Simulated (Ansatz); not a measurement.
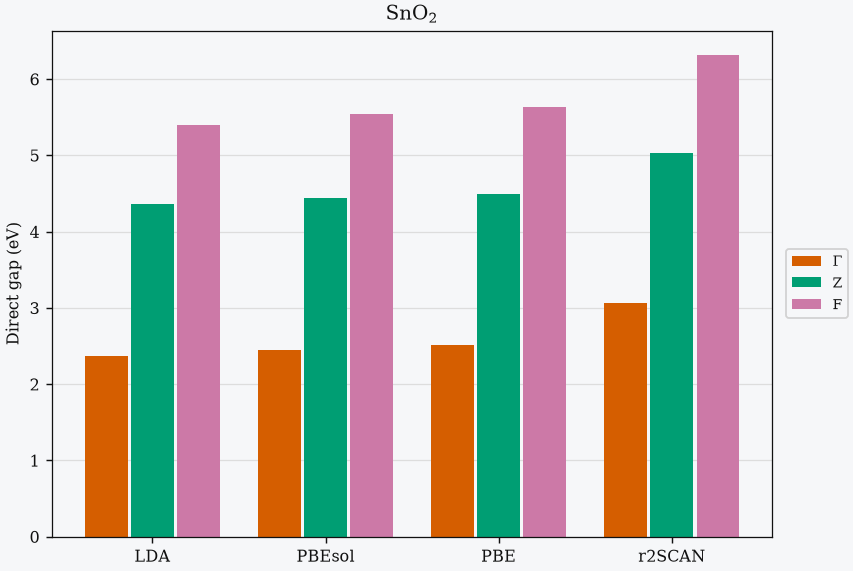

Direct gap at each named k point, by several methods on one cell of SnO2, space group R-3m, 3 atoms in the primitive cell, volume scaled by a factor 0.94; a = 3.168 Å, c = 14.108 Å (hexagonal axes). All runs are without spin-orbit coupling and carry no moments. In reduced coordinates of the cell that was run, Z is (0.5, 0.5, 0.5) and F is (0.5, 0.5, 0). The cell is at 9 GPa in PBE. The smallest gap is indirect or lies off these points.

Question: Does r2SCAN open these direct gaps by one amount over PBE?

Answer: The shifts are +0.54 eV at Γ, +0.54 eV at Z and +0.68 eV at F, and at points that aren't plotted +0.70 eV (L): over the named points that both runs hold, a spread of 0.16 eV on a mean of 0.62 eV, so one shift describes them only roughly.

Question: How do the methods rank at Γ?

Answer: From low to high: LDA 2.37, PBEsol 2.45, PBE 2.52, r2SCAN 3.06 eV.

| method | program | Γ (eV) | Z (eV) | F (eV) |
| --- | --- | --- | --- | --- |
| LDA | Ansatz | 2.37 | 4.36 | 5.40 |
| PBEsol | Ansatz | 2.45 | 4.44 | 5.54 |
| PBE | Ansatz | 2.52 | 4.49 | 5.64 |
| r2SCAN | Ansatz | 3.06 | 5.03 | 6.32 |

Settings. LDA: Ansatz PAW, 10×10×10 k mesh, 420 eV cutoff, Fermi-Dirac smearing of 0.05 eV (Ansatz). PBEsol: Ansatz PAW, 10×10×10 k mesh, 420 eV cutoff, Fermi-Dirac smearing of 0.05 eV (Ansatz). PBE: Ansatz PAW, 10×10×10 k mesh, 420 eV cutoff, Fermi-Dirac smearing of 0.05 eV (Ansatz 0.2.0). r2SCAN: Ansatz PAW, 10×10×10 k mesh, 500 eV cutoff, Fermi-Dirac smearing of 0.05 eV (Ansatz 0.2.0).

LDA, GGA and most meta-GGA functionals understate gaps. The usual form of SnO2 is rutile. LDA, PBEsol and r2SCAN: the PAW data sets were made with another functional. Over all k points computed the smallest gap is 2.18 eV in LDA, 2.27 eV in PBEsol, 2.35 eV in PBE and 2.89 eV in r2SCAN, from the valence top at a point off the named ones to the conduction bottom at Γ. In reduced coordinates of the cell that was run, L is (0.5, 0, 0).
